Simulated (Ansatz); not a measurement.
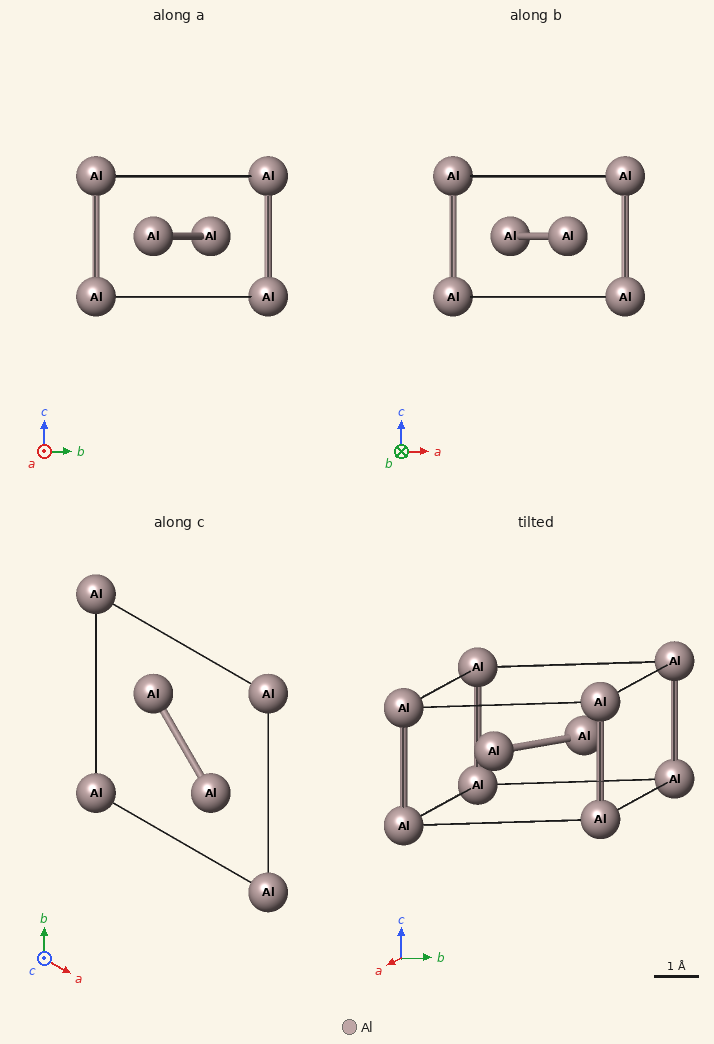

Ball-and-stick model, viewed along the a axis, along the b axis, along the c axis and slightly off an axis. The conventional unit cell is outlined; an atom on or near a face, edge or corner is repeated at each equivalent position.

Lattice parameters: a = 4.5473 Å, b = 4.5473 Å, c = 2.7578 Å, α = 90.000°, β = 90.000°, γ = 120.000°.

Question: Convert the drawing into a CIF with its space group and independent sites.

Answer:
```cif
data_structure
_symmetry_space_group_name_H-M 'P 6/m m m'
_symmetry_Int_Tables_number 191
_cell_length_a 4.5473
_cell_length_b 4.5473
_cell_length_c 2.7578
_cell_angle_alpha 90.000
_cell_angle_beta 90.000
_cell_angle_gamma 120.000
_cell_volume 49.39
loop_
_atom_site_label
_atom_site_type_symbol
_atom_site_symmetry_multiplicity
_atom_site_Wyckoff_symbol
_atom_site_fract_x
_atom_site_fract_y
_atom_site_fract_z
_atom_site_occupancy
Al1 Al 1 a 0.0000 0.0000 0.0000 1
Al2 Al 2 d 0.3333 0.6667 0.5000 1
```

Provenance: a textbook structure type filled with this element (whether it is the usual form wasn't checked). The structure drawn was relaxed with DFT r2SCAN, scalar-relativistic, plane waves, PAW (Ansatz 0.2.0).
